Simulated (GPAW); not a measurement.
## Core-hole calculation of the As K edge in zinc-blende (GaAs)₁₋ₓ(AlAs)ₓ at x = 0.75

Aim: the As K edge in zinc-blende (GaAs)₁₋ₓ(AlAs)ₓ at x = 0.75, one member of a composition series.

Method: X-ray absorption from dipole matrix elements to empty bands, plane-wave PAW PBE, in GPAW 26.7.0.

### Step 1. The starting structure

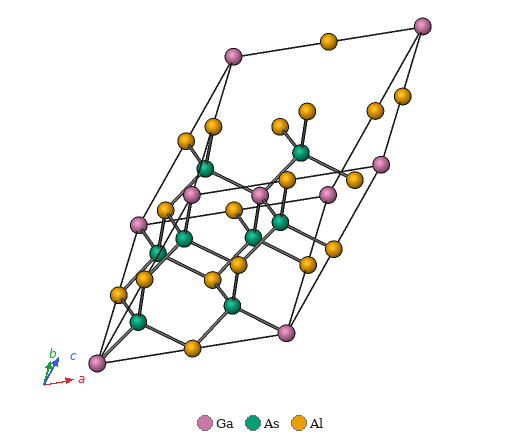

Start, viewed from a free direction; gallium pink, arsenic teal, aluminium orange. Bonds to atoms that aren't drawn are left out. Some periodic images of atoms are drawn too.

The cell holds 16 atoms: 2 Ga, 8 As and 6 Al. Its edges and angles: a = 8.003 Å, b = 8.003 Å, c = 8.003 Å, α = 60.0°, β = 60.0°, γ = 60.0°. 16-atom zinc-blende cell, 6 of 8 Ga sites taken by Al at random, lattice constants typed for the ends and interpolated (Vegard).

### Step 2. Relaxation

Bond lengths around the absorber set the edge shape, so the atoms are relaxed before any spectrum.

File relax.py:

```python
import numpy as np
from ase import Atoms
from ase.parallel import parprint, paropen
from gpaw import GPAW, PW, FermiDirac, Mixer, MixerDif, setup_paths
from ase.optimize import BFGS

atoms = Atoms('GaAsAlAsAlAsAlAsAlAsAlAsAlAsGaAs',
    cell=[[0, 5.659, 5.659],
     [5.659, 0, 5.659],
     [5.659, 5.659, 0]],
    scaled_positions=[[0.999187, 0.003546, 0.000482],
     [0.128095, 0.123716, 0.12428],
     [0.999884, 0.003488, 0.499081],
     [0.122183, 0.122625, 0.620392],
     [0.004691, 0.494815, 0.001414],
     [0.122631, 0.623509, 0.123602],
     [0.000816, 0.499969, 0.501386],
     [0.122824, 0.62719, 0.621464],
     [0.503379, 0.001599, 0.000249],
     [0.621772, 0.128318, 0.128451],
     [0.497746, 0.999523, 0.498406],
     [0.627784, 0.125813, 0.624918],
     [0.500338, 0.497946, 0.000224],
     [0.626066, 0.627687, 0.123247],
     [0.500978, 0.499975, 0.499673],
     [0.625829, 0.627524, 0.62546]],
    pbc=True)
atoms.calc = GPAW(legacy_gpaw=True, mode=PW(400, force_complex_dtype=True), xc='PBE', setups={},
    kpts={'size': (3, 3, 3), 'gamma': True}, occupations=FermiDirac(0.08),
    charge=0, mixer=Mixer(0.1, 5, 50), maxiter=150,
    convergence={'density': 0.0001, 'eigenstates': 1e-6}, txt='relax.txt')
steps = []
opt = BFGS(atoms, logfile='-')
opt.attach(lambda: steps.append([atoms.get_potential_energy(), float(np.linalg.norm(atoms.get_forces(), axis=1).max())]))
done = opt.run(fmax=0.05, steps=30)
out = dict(done=bool(done), steps=steps, frac=atoms.get_scaled_positions().tolist())
import json
with paropen('out.json', 'w') as f:
    json.dump(out, f)
```

On the command line:

```bash
$ OMP_NUM_THREADS=1 mpirun -n 4 gpaw python relax.py
```

Numbers of over 12 decimals in the logs are rounded to 6 here.

What it wrote:

```text
Input parameters:
  convergence: {density: 0.0001,
                eigenstates: 1e-06}
  kpts: {gamma: True,
         size: (3, 3, 3)}
  maxiter: 150
  mixer: {backend: pulay,
          beta: 0.1,
          method: separate,
          nmaxold: 5,
          weight: 50}
  mode: {ecut: 400.0,
         force_complex_dtype: True,
         name: pw}
  occupations: {fixmagmom: False,
                name: fermi-dirac,
[...]
No difference between direct/indirect transitions

Forces in eV/Ang:
[...]
14 Ga   -0.00917   -0.00189   -0.00335
 15 As    0.00436   -0.00643   -0.00178
Step     Time          Energy          fmax
BFGS:    0 01:48:12      -72.344387        0.848598
BFGS:    1 01:48:29      -72.381469        0.602533
BFGS:    2 01:48:48      -72.426213        0.073249
BFGS:    3 01:48:59      -72.426886        0.061107
BFGS:    4 01:49:12      -72.427668        0.044595
[key lines of the parts left out:]
Converged after 7 iterations.
Dipole moment: (-26.517721, -26.296361, -26.827701) |e|*Ang
Free energy:    -72.427668
Fermi level: 5.07358
```

It took 98 s on 4 MPI ranks of Intel Xeon Platinum 8488C (Sapphire Rapids), shared host; peak memory 0.32 GiB.

In 4 steps the energy fell by 83 meV (energies extrapolated to zero smearing) and the largest force to 0.045 eV/Å. Atom 4 (As; the text counts from 1, the script from 0) is among those that moved most, by 0.05 Å.

### Step 3. Ground state of the crystal

The ground state comes first: it tells whether the system has a gap, which decides how the excited electron is treated.

File scf.py:

```python
import numpy as np
from ase import Atoms
from ase.parallel import parprint, paropen
from gpaw import GPAW, PW, FermiDirac, Mixer, MixerDif, setup_paths
from gpaw.test import gen
setup_paths.insert(0, '.')
gen('As', name='nch1s', xcname='PBE', corehole=(1, 0, 0), write_xml=True)
from gpaw.mpi import world
world.barrier()

atoms = Atoms('GaAsAlAsAlAsAlAsAlAsAlAsAlAsGaAs',
    cell=[[0, 5.659, 5.659],
     [5.659, 0, 5.659],
     [5.659, 5.659, 0]],
    scaled_positions=[[0.9998209, 0.0009551, 0.9994719],
     [0.1289449, 0.1239114, 0.1243546],
     [0.9991002, 0.0003839, 0.4982148],
     [0.1240896, 0.1256095, 0.6228305],
     [0.0016356, 0.4982336, 0.9986934],
     [0.1245367, 0.6239721, 0.1249662],
     [0.0005196, 0.4997067, 0.4992392],
     [0.1234408, 0.6262295, 0.6244361],
     [0.5034068, 0.0005977, 0.9993826],
     [0.6231005, 0.1273464, 0.1269584],
     [0.4981977, 0.0004813, 0.5015289],
     [0.6250697, 0.1241971, 0.6251179],
     [0.4986996, 0.5020027, 0.0003476],
     [0.6272749, 0.626103, 0.122105],
     [0.5004375, 0.5014216, 0.4991938],
     [0.6259478, 0.6260819, 0.6259075]],
    pbc=True)
atoms.calc = calc = GPAW(legacy_gpaw=True, mode=PW(400, force_complex_dtype=True), xc='PBE', setups={1: 'nch1s'},
    kpts={'size': (3, 3, 3), 'gamma': True}, occupations=FermiDirac(0.05),
    charge=0, mixer=Mixer(0.1, 5, 50), maxiter=150,
    convergence={'density': 0.0001, 'eigenstates': 1e-6}, txt='scf.txt')
energy = atoms.get_potential_energy() + calc.get_reference_energy()
ef = calc.get_fermi_level()
out = dict(energy=energy, fermi=ef, forces=atoms.get_forces().tolist())
parprint(f'all-electron energy {energy:.4f} eV, Fermi level {ef:.4f} eV')
ev = np.array([[calc.get_eigenvalues(k, s) for k in range(len(calc.get_ibz_k_points()))] for s in range(calc.get_number_of_spins())])
out['homo'], out['lumo'], out['counts'] = ev[ev < ef].max(), ev[ev > ef].min(), sorted(set((ev < ef).sum((0, 2)).tolist()))
out['filled'] = (ev[:, 0] < ef).sum(1).tolist()
import json
with paropen('out.json', 'w') as f:
    json.dump(out, f)
```

On the command line:

```bash
$ OMP_NUM_THREADS=1 mpirun -n 4 gpaw python scf.py
```

What it wrote:

```text
Input parameters:
  convergence: {density: 0.0001,
                eigenstates: 1e-06}
  kpts: {gamma: True,
         size: (3, 3, 3)}
  maxiter: 150
  mixer: {backend: pulay,
          beta: 0.1,
          method: separate,
          nmaxold: 5,
          weight: 50}
  mode: {ecut: 400.0,
         force_complex_dtype: True,
         name: pw}
  occupations: {fixmagmom: False,
                name: fermi-dirac,
                width: 0.05}
  setups: {1: nch1s}
  xc: PBE

Initialize ...

[... PAW data sets ...]

Reference energy: -637413.672259  # eV

Spin-paired calculation

[... convergence settings ...]
Symmetries present (total): 1
  [... symmetry matrices ...]

27 k-points: 3 x 3 x 3 Monkhorst-Pack grid
14 k-points in the irreducible part of the Brillouin zone
       k-points in crystal coordinates                weights
   0:     0.00000000    0.00000000    0.00000000          1/27
   1:     0.00000000    0.00000000    0.33333333          2/27
   2:     0.00000000    0.33333333   -0.33333333          2/27
   3:     0.00000000    0.33333333    0.00000000          2/27
   4:     0.00000000    0.33333333    0.33333333          2/27
   5:     0.33333333   -0.33333333   -0.33333333          2/27
   6:     0.33333333   -0.33333333    0.00000000          2/27
   7:     0.33333333   -0.33333333    0.33333333          2/27
   8:     0.33333333    0.00000000   -0.33333333          2/27
   9:     0.33333333    0.00000000    0.00000000          2/27
          ...
  13:     0.33333333    0.33333333    0.33333333          2/27

Wave functions: Plane wave expansion
  Cutoff energy: 400.000 eV
  Number of coefficients (min, max): 6573, 6615
  Pulay-stress correction: 0.000000 eV/Ang^3 (de/decut=0.000000)
  Using FFTW library
  Wavefunction extrapolation:
    Improved wavefunction reuse through dual PAW basis

Occupation numbers: Fermi-Dirac:
  width: 0.0500  # eV

Eigensolver
   Davidson(niter=2)

Densities:
  Coarse grid: 40*40*40 grid
  Fine grid: 80*80*80 grid
  Total Charge: 0.000000

Density mixing:
  Method: separate
  Backend: pulay
  Linear mixing parameter: 0.1
  old densities: 5
  Width of damping distribution: 1.1
  Damping of long wavelength oscillations: 50

[... Hamiltonian set-up ...]
Number of atoms: 16
Number of atomic orbitals: 64
Number of bands in calculation: 43
Number of valence electrons: 64
Bands to converge: occupied

... initialized

Initializing position-dependent things.

Density initialized from atomic densities
Creating initial wave functions:
  43 bands from LCAO basis set

                        Ga
               Al        As
                As
                    Ga
                  As
            Al        Al
         As            As
             Al            Al
              As
                AsAl

       As

Atomic positions and initial magnetic moments

Positions:
   0 Ga     5.661416   11.313998    5.663391    ( 0.0000,  0.0000,  0.0000)
   1 As     1.404937    1.433422    1.430914    ( 0.0000,  0.0000,  0.0000)
   2 Al     2.821570    8.473306    5.656081    ( 0.0000,  0.0000,  0.0000)
   3 As     4.235422    4.226821    1.413047    ( 0.0000,  0.0000,  0.0000)
   4 Al     8.471110    5.660862    2.828760    ( 0.0000,  0.0000,  0.0000)
   5 As     4.238242    1.411937    4.235811    ( 0.0000,  0.0000,  0.0000)
   6 Al     5.653035    2.828135    2.830781    ( 0.0000,  0.0000,  0.0000)
[...]
13 As     4.234109    4.240741    7.092866    ( 0.0000,  0.0000,  0.0000)
  14 Ga     5.662483    5.656914    5.669521    ( 0.0000,  0.0000,  0.0000)
  15 As     7.085008    7.084249    7.085236    ( 0.0000,  0.0000,  0.0000)

Unit cell:
           periodic     x           y           z      points  spacing
  1. axis:    yes    0.000000    5.659000    5.659000    40     0.1634
  2. axis:    yes    5.659000    0.000000    5.659000    40     0.1634
  3. axis:    yes    5.659000    5.659000    0.000000    40     0.1634

  Lengths:   8.003035   8.003035   8.003035
  Angles:   60.000000  60.000000  60.000000

Effective grid spacing dv^(1/3) = 0.1782

iter:   1   -73.393180
iter:   2   -73.048292   -2.19  -0.82
iter:   3   -72.509555   -1.59  -0.87
iter:   4   -72.402236   -2.91  -1.35
iter:   5   -72.451915   -2.88  -1.37
iter:   6   -72.443876   -3.01  -2.05
iter:   7   -72.432447c  -4.35  -1.99
iter:   8   -72.428223c  -4.39  -2.19
iter:   9   -72.426831c  -4.34  -2.42
iter:  10   -72.426837c  -5.57  -3.42
iter:  11   -72.426832c  -6.74c -3.48
iter:  12   -72.426837c  -6.84c -3.61
iter:  13   -72.426841c  -7.03c -3.61
iter:  14   -72.426841c  -8.31c -4.54c

Converged after 14 iterations.

Dipole moment: (-26.517693, -26.296383, -26.828067) |e|*Ang

Energy contributions relative to reference atoms: (reference = -637413.672259)

Kinetic:       +169.529138
Potential:     -149.853683
External:        +0.000000
XC:             -92.040779
Entropy (-ST):   -0.000001
Local:           -0.061516
SIC:             +0.000000
--------------------------
Free energy:    -72.426842
Extrapolated:   -72.426841

Showing only first 2 kpts
 Kpt  Band  Eigenvalues  Occupancy
  0    30      4.44576    1.99999
  0    31      4.44925    1.99999
  0    32      5.61189    0.00003
  0    33      5.77982    0.00000

  1    30      4.16522    2.00000
  1    31      4.16902    2.00000
  1    32      6.25786    0.00000
  1    33      6.40992    0.00000

Fermi level: 5.05622

Gap: 1.163 eV
Transition (v -> c):
  (s=0, k=0, n=31, [0.00, 0.00, 0.00]) -> (s=0, k=0, n=32, [0.00, 0.00, 0.00])
No difference between direct/indirect transitions

Forces in eV/Ang:
  0 Ga   -0.00031    0.01809   -0.00633
  1 As    0.01684   -0.03876    0.00566
  2 Al    0.02316    0.03589    0.01279
  3 As   -0.01241   -0.00491    0.00624
  4 Al    0.03387    0.01091    0.01615
  5 As   -0.01976    0.00361   -0.00594
  6 Al    0.02766   -0.00518    0.01254
[...]
13 As    0.00911   -0.00232   -0.00875
 14 Ga   -0.00882   -0.00206   -0.00197
 15 As    0.00381   -0.00781   -0.00170
Scalar-relativistic atomic PBE calculation for As (Arsenic, Z=33)
Core hole in 1s state (1s occupation: 2.0)
600 radial gridpoints.
|------------------------------------------------|
|------------------------------------------------|
[... the atom generator's iteration count ...]

Energy contributions:
-------------------------
Kinetic:    +2302.762658
XC:           -83.595879
Potential:  -4479.359419
-------------------------
Total:      -2260.192640

state      eigenvalue         ekin         rmax
-----------------------------------------------
1s^2.0 :  -430.411635   551.249601        0.030
2s^2.0 :   -54.613586   106.674080        0.170
2p^6.0 :   -47.910665   103.785672        0.136
3s^2.0 :    -6.990179    24.693859        0.522
3p^6.0 :    -4.913004    22.195959        0.521
3d^10.0:    -1.493755    17.032069        0.477
4s^2.0 :    -0.532368     3.019714        1.617
4p^3.0 :    -0.190938     1.759224        1.985
-----------------------------------------------
(units: Bohr and Hartree)

Generating PAW setup
Kinetic energy of the core from tauc = 2318.288972329017
Cutoffs:
rc(s)=2.000
rc(p)=2.000
rc(d)=2.000
rc(vbar)=1.800
rc(comp)=2.000
rc(nct)=2.000

Kinetic energy of the core states: 2291.445558
Charge: 0.0
Core electrons: 28.0
Valence electrons: 5.0
Pseudo-core charge: 1.207321
Shape function alpha=2.500
Pseudo-electron charge 6.663542
state    eigenvalue         norm
--------------------------------
4s(2) :    -0.532368     1.194216
*s    :     0.467632
4p(3) :    -0.190938     1.022597
*p    :     0.809062
*d    :     0.000000
--------------------------------

Diagonalizing with gridspacing h=0.050

state   all-electron     PAW
-------------------------------
4s:      -0.532368    -0.532674
4p:      -0.190938    -0.191179
*d:                    0.035724
*f:                    0.070513
-------------------------------
all-electron energy -637486.0991 eV, Fermi level 5.0562 eV
```

It took 32 s on 4 MPI ranks; peak memory 0.33 GiB; 2.1 min of CPU time.

The mesh shows a gap of 1.16 eV. The excited electron is kept all the same, so that all members of the series, with or without a gap, are treated alike.

### Step 4. Cell without a hole, the energy reference

The photon energy needs a difference of total energies, so the cell and mesh of the coming hole run are first run without a hole.

Changes to scf.py since step 3:

```diff
@@ -32,3 +32,3 @@
 atoms.calc = calc = GPAW(legacy_gpaw=True, mode=PW(400, force_complex_dtype=True), xc='PBE', setups={1: 'nch1s'},
-    kpts={'size': (3, 3, 3), 'gamma': True}, occupations=FermiDirac(0.05),
+    kpts={'size': (3, 3, 3), 'gamma': True}, occupations=FermiDirac(0.02),
     charge=0, mixer=Mixer(0.1, 5, 50), maxiter=150,
```

What it wrote:

```text
Input parameters:
  convergence: {density: 0.0001,
                eigenstates: 1e-06}
  kpts: {gamma: True,
         size: (3, 3, 3)}
  maxiter: 150
  mixer: {backend: pulay,
          beta: 0.1,
          method: separate,
          nmaxold: 5,
          weight: 50}
  mode: {ecut: 400.0,
         force_complex_dtype: True,
         name: pw}
  occupations: {fixmagmom: False,
                name: fermi-dirac,
[...]
4s(2) :    -0.532368     1.194216
*s    :     0.467632
4p(3) :    -0.190938     1.022597
*p    :     0.809062
*d    :     0.000000
--------------------------------

Diagonalizing with gridspacing h=0.050

state   all-electron     PAW
-------------------------------
4s:      -0.532368    -0.532674
4p:      -0.190938    -0.191179
*d:                    0.035724
*f:                    0.070513
-------------------------------
all-electron energy -637486.0991 eV, Fermi level 4.9527 eV
[key lines of the parts left out:]
Converged after 14 iterations.
Dipole moment: (-26.517693, -26.296382, -26.828067) |e|*Ang
Free energy:    -72.426842
Fermi level: 4.95268
```

Elapsed: 33 s, on 4 MPI ranks; peak memory 0.32 GiB.

Reference energy: -637486.099 eV with the cores included.

(Continued in part 2 of 2.)

[Banner, clock and machine lines of the logs are left out without a mark of their own.]

[Logs are printed without paths, hosts, clocks, repeated set-up lines and the standing remarks that a program may print on its own settings, such as how far it seeks lower states.]

[Hosts, paths, dates, database ids (printed as entryN), source tags and the programs' standing remarks are cut or masked in the printed files.]

[Lists of maxima count a maximum above −3 eV only where it reaches 4 % of the highest in the window and stands out from its surroundings by 2 % of it (1.5 % where it reaches 55 %); shoulders and weaker maxima are passed over, and of the rest the first, up to two pre-edge ones and the few strongest are named.]
